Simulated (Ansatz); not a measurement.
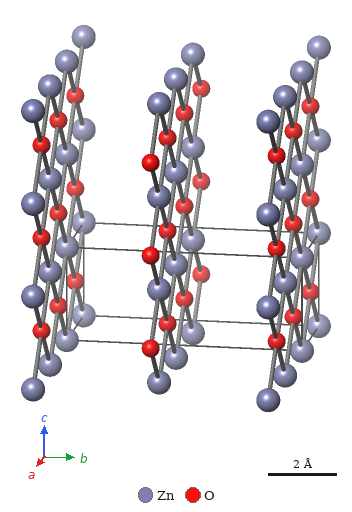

This is the input geometry for a relaxation of solid ZnO (a generated structure, set up in Cmmm). The picture is a ball-and-stick view of the conventional cell (2 times the calculation's cell), repeated 3 × 1 × 3 with one cell outlined, seen slightly off an axis. Lengths and directions refer to the drawn axes.

The run lets cell and atoms move.

Theory: Kohn-Sham DFT of a periodic cell, PBEsol, Ansatz PAW (Ansatz 0.2.0).

Input
```yaml
crystal:
  lattice:
    - [1.43323, -3.52708, 0.0]
    - [1.43323, 3.52708, 0.0]
    - [0.0, 0.0, 2.83849]
  atoms:
    - { symbol: Zn, position: [0.0, 0.0, 0.0] }
    - { symbol: O, position: [0.5, 0.5, 0.5] }
hamiltonian:
  xc: pbesol
  pseudopotentials: { kind: paw }
kpoints:
  mp_grid: { grid: [10, 10, 9] }
scf:
  occupations: { method: fermi_dirac, width: 0.05 }
output:
  forces: true
  stress: true
  eigenvalues: true
  write_density: true
  write_potential: true
  elf: true
  volumetric_format: npy
relax:
  f_tol: 0.01
  max_steps: 40
  cell: { stress_tol: 0.05 }
```

Launched with:
```bash
ansatz run input.yaml --threads 2 --pin off --max-ram 5632MiB --backend cpu --events-out ev --progress --plain --runs-dir out
```

Q: Where does the relaxation end?

A: No atom moves by more than 0.005 Å relative to the cell. The volume changes by −16.1 %, with a 2.866 → 2.858 Å (−0.3 %), b 7.054 → 6.044 Å (−14.3 %), c 2.838 → 2.789 Å (−1.7 %). Near-neighbour distances that change, for instance: O–Zn 2.017 → 1.997 Å. The space group stays Cmmm (No. 65). After 11 accepted moves (14 points after the start) the energy has fallen by 38.8 meV per cell of the calculation. All forces vanish by symmetry, so only the cell relaxes. The pressure goes from −4.69 to −0.01 GPa. The SCF was repeated 3 times at an unchanged geometry on a basis and grid sized afresh for the cell, which shifted the energy by 6.6 meV per cell of the calculation at most. The run took 51 s on 2 threads of Intel(R) Xeon(R) Platinum 8259CL CPU @ 2.50GHz (Skylake/Cascade Lake) (shared host), peak memory 0.44 GiB.

After the run, drawn alike:

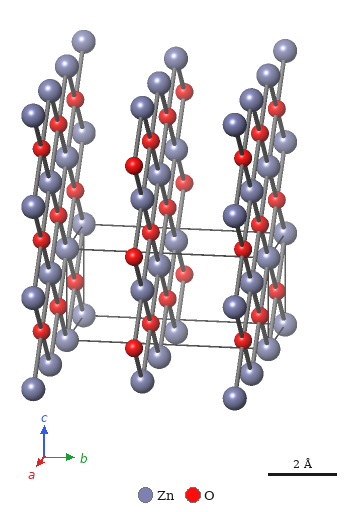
